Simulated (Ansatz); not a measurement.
## TiAl$_{2}$: geometry relaxation (part 2 of 2)

Continued. System: TiAl$_{2}$ (12 atoms in the cell). Method: DFT r2SCAN, scalar-relativistic, plane waves, PAW, no spin polarisation (Ansatz 0.2.0); cutoff 500 eV, 8×8×6 k-mesh, Gaussian smearing of 0.1 eV. The structure derives from an entry of the Crystallography Open Database. It belongs to a series of runs on one base structure; here: 0 of 4 Ti sites taken by V, cell and atoms relaxed.

Geometry of the input (Å; fractional positions):
```
3.9134  0.0000  -3.9929
3.9134  0.0000  3.9929
-1.9567  -6.0339  0.0000
Ti 0.3282  0.3282  0.3128
Ti 0.8282  0.8282  0.3128
Ti 0.1718  0.1718  0.6872
Ti 0.6718  0.6718  0.6872
Al 0.0000  0.0000  0.0000
Al 0.5000  0.5000  0.0000
Al 0.1637  0.6637  0.6548
Al 0.6637  0.1637  0.6548
Al 0.8363  0.3363  0.3452
Al 0.3363  0.8363  0.3452
Al 1.0000  0.5000  0.0000
Al 0.5000  -0.0000  0.0000
```

**Output, continued**
```
  k-point 1: bands = ["-48.6153", "-48.5983", "-48.5976", "-48.5838", "-23.9297", "-23.9295", "-23.9272", "-23.8947", "-23.8887", "-23.8814", "-23.8716", "-23.8531", "-23.7474", "-23.7264", "-23.7157", "-23.7085", "-0.1268", "2.9001", "3.6996", "4.6565", "4.8843", "5.0647", "5.3709", "5.9445", "6.9365", "7.5325", "8.1098", "8.1289", "8.3746", "8.6339", "8.7042", "8.8673", "9.6100", "9.6538", "9.8190", "9.8347", "9.8580", "10.8280", "11.1835", "11.3787", "11.5986", "11.7006", "11.8032", "11.8968", "11.9401", "12.2633", "12.3721", "13.3834"]
  k-point 2: bands = ["-48.6149", "-48.5983", "-48.5976", "-48.5843", "-23.9295", "-23.9290", "-23.9272", "-23.8954", "-23.8888", "-23.8814", "-23.8626", "-23.8538", "-23.7467", "-23.7264", "-23.7177", "-23.7158", "0.1862", "1.9351", "3.6997", "4.6565", "4.8844", "5.0646", "5.9445", "6.6737", "6.9366", "7.5324", "8.0623", "8.1098", "8.3079", "8.5625", "8.8281", "8.8675", "9.2805", "9.6098", "9.6732", "9.8143", "9.8347", "10.7540", "11.4993", "11.5757", "11.6980", "11.8031", "11.8968", "11.9401", "11.9748", "12.2633", "12.3722", "12.7854"]
  k-point 113: bands = ["-48.6139", "-48.5991", "-48.5982", "-48.5838", "-23.9489", "-23.9135", "-23.9112", "-23.9098", "-23.8907", "-23.8852", "-23.8557", "-23.8526", "-23.7452", "-23.7273", "-23.7208", "-23.7177", "2.2223", "2.3458", "2.8281", "3.0145", "3.2979", "4.7538", "4.8119", "5.2120", "7.5855", "8.1503", "8.3188", "8.3497", "8.3885", "8.6726", "9.1035", "9.4359", "9.5148", "10.1340", "10.5634", "11.3568", "11.4107", "11.5526", "11.6946", "11.8939", "11.9471", "12.1301", "12.1825", "12.2325", "12.2508", "12.4661", "12.8939", "12.9420"]
--- Relaxed structure (1 steps of the walk, 1 accepted, 1 SCFs on fresh bases) ---
  F+E_penalty+E_count = -14346.45535043 eV   max|allowed force component| = 1.002e-2 eV/Å   (the final SCF, on the basis selected at the relaxed cell)
  cell:  # Å, volume = 188.5665 Å³
    - [3.9133510124, 0.0, -3.992863481]
    - [3.9133510124, 0.0, 3.992863481]
    - [-1.9566755062, -6.0339436914, 0.0]
  atoms:
    - { symbol: Ti, position: [0.3282087791, 0.3282087791, 0.31283511629999994] }
    - { symbol: Ti, position: [0.8282087790999998, 0.8282087790999998, 0.31283511629999994] }
    - { symbol: Ti, position: [0.17179122089999999, 0.17179122089999999, 0.6871648837] }
    - { symbol: Ti, position: [0.6717912208999999, 0.6717912208999999, 0.6871648837] }
    - { symbol: Al, position: [0.0, 0.0, 0.0] }
    - { symbol: Al, position: [0.49999999999999994, 0.49999999999999994, 0.0] }
    - { symbol: Al, position: [0.1637110930999999, 0.6637110930999999, 0.6548443724999999] }
    - { symbol: Al, position: [0.6637110930999999, 0.1637110930999999, 0.6548443724999999] }
    - { symbol: Al, position: [0.8362889069, 0.3362889069, 0.34515562749999995] }
    - { symbol: Al, position: [0.3362889069, 0.8362889069, 0.34515562749999995] }
    - { symbol: Al, position: [0.9999999999999999, 0.4999999999999999, 0.0] }
    - { symbol: Al, position: [0.5, -2.7755575615628914e-17, 0.0] }
```

**Trajectory as extended XYZ (Å, eV, eV/Å), 2 frames, from step=1 to step=2**
```
12
Lattice="3.9134 0.0000 -3.9929 3.9134 0.0000 3.9929 -1.9567 -6.0339 0.0000" Properties=species:S:1:pos:R:3:forces:R:3 step=1 energy=-14346.45535 pressure_GPa=-0.01
Ti    1.9567   -1.8876    0.0000   -0.0056  -0.0018   0.0000
Ti    5.8700   -1.8876    0.0000   -0.0056  -0.0018   0.0000
Ti    0.0000   -4.1463    0.0000    0.0056   0.0018   0.0000
Ti    3.9134   -4.1463    0.0000    0.0056   0.0018   0.0000
Al    0.0000    0.0000    0.0000    0.0000   0.0000   0.0000
Al    3.9134    0.0000    0.0000    0.0000   0.0000   0.0000
Al    1.9567   -3.9513    1.9964   -0.0003  -0.0100   0.0000
Al    1.9567   -3.9513   -1.9964   -0.0003  -0.0100   0.0000
Al    3.9134   -2.0827   -1.9964    0.0003   0.0100   0.0000
Al    3.9134   -2.0827    1.9964    0.0003   0.0100   0.0000
Al    5.8700    0.0000   -1.9964    0.0000   0.0000   0.0000
Al    1.9567    0.0000   -1.9964    0.0000   0.0000   0.0000
12
Lattice="3.9134 0.0000 -3.9929 3.9134 0.0000 3.9929 -1.9567 -6.0339 0.0000" Properties=species:S:1:pos:R:3:forces:R:3 step=2 energy=-14346.45535 pressure_GPa=-0.01
Ti    1.9567   -1.8876    0.0000   -0.0056  -0.0018   0.0000
Ti    5.8700   -1.8876    0.0000   -0.0056  -0.0018   0.0000
Ti    0.0000   -4.1463    0.0000    0.0056   0.0018   0.0000
Ti    3.9134   -4.1463    0.0000    0.0056   0.0018   0.0000
Al    0.0000    0.0000    0.0000    0.0000   0.0000   0.0000
Al    3.9134    0.0000    0.0000    0.0000   0.0000   0.0000
Al    1.9567   -3.9513    1.9964   -0.0003  -0.0100   0.0000
Al    1.9567   -3.9513   -1.9964   -0.0003  -0.0100   0.0000
Al    3.9134   -2.0827   -1.9964    0.0003   0.0100   0.0000
Al    3.9134   -2.0827    1.9964    0.0003   0.0100   0.0000
Al    5.8700    0.0000   -1.9964    0.0000   0.0000   0.0000
Al    1.9567    0.0000   -1.9964    0.0000   0.0000   0.0000
```

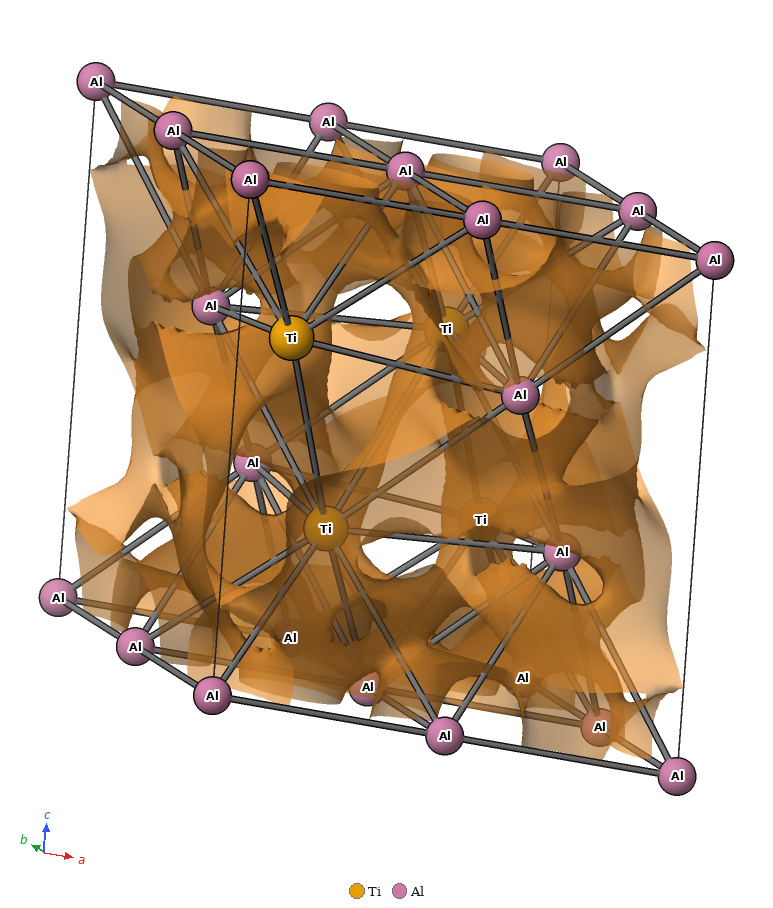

Fig. 1: Isosurface of the electron localisation function at 0.6 (orange), seen slightly off an axis. Only the valence region is drawn (cores and ρ < 0.01 e/Å³ removed). Sticks mark near contacts. The outline is the calculation cell. Profiles from the grid: Al–Al (2.71 Å): the ELF peaks at about 0.70 between the atoms. Ti–Al (2.72 Å): the ELF is about 0.35 at the midpoint (nearly free electrons, as in a simple metal). Core electrons are frozen (PAW), so the fields are smoothed inside the atomic spheres.

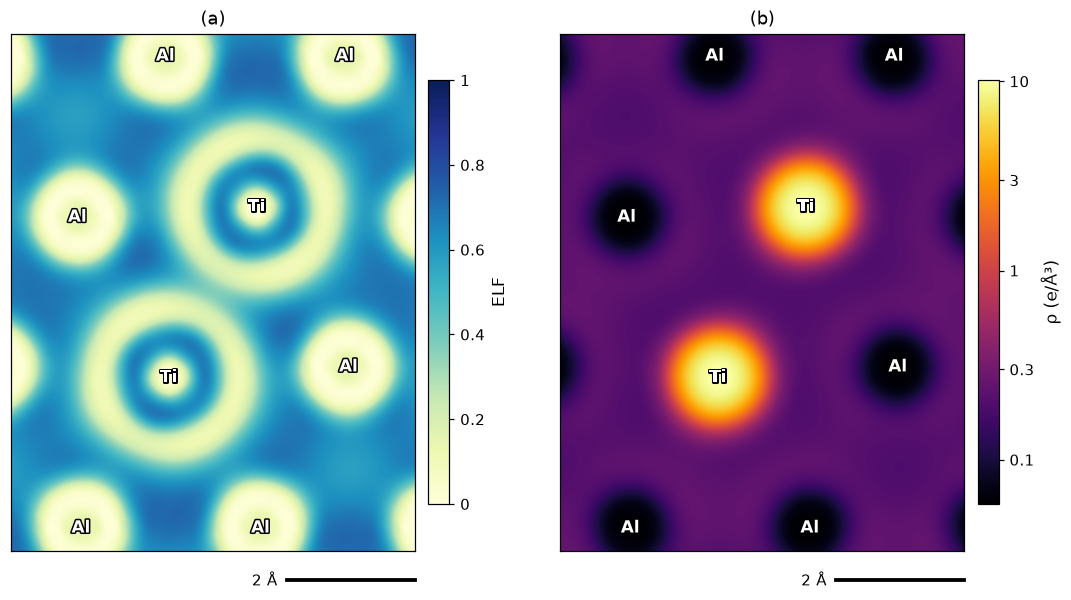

Fig. 2: (a) ELF; (b) valence charge density (pseudo) on the (101̄) plane of the calculation cell. Ti–Al (2.72 Å): the density is about 0.23 e/Å³ at the midpoint; the ELF is about 0.35 at the midpoint, as expected for metallic bonding. Ti–Ti (2.99 Å): the density is about 0.2 e/Å³ at the midpoint; the ELF is about 0.35 at the midpoint, which marks nearly free electrons, as in a simple metal. Al–Al (2.80 Å): ρ is about 0.23 e/Å³ halfway; the ELF peaks at about 0.70 between the atoms. Ti–Al (2.80 Å): ρ is about 0.21 e/Å³ halfway; the ELF is about 0.35 at the midpoint (nearly free electrons, as in a simple metal). Al–Al (2.86 Å): ρ is about 0.22 e/Å³ halfway; the ELF peaks at about 0.70 between the atoms. Away from the nuclei the density in this plane falls to 0.19 e/Å³ at its lowest. The strong features right at Ti lie inside the PAW spheres (semicore, d or f shells) and say nothing about bonding.

**Key numbers**

| quantity | value |
| --- | --- |
| outcome | converged |
| space group (tolerance 0.01 Å) | Cmmm (65) |
| electrons treated | 72 |
| free energy | −14346.4554 eV |
| Fermi energy | 10.472 eV |
| gap on the k-point mesh | none (metallic) |
| pressure | −0.01 GPa |
| final volume | 188.57 Å³ |
| largest force (length of the vector) at the end | 0.010 eV/Å |
| final cell | a = 5.591 Å, b = 5.591 Å, c = 6.343 Å, α = 102.47°, β = 102.47°, γ = 91.15° |
| wall time | 65 s (CPU time 2.1 min) |
| peak memory | 1.5 GiB |
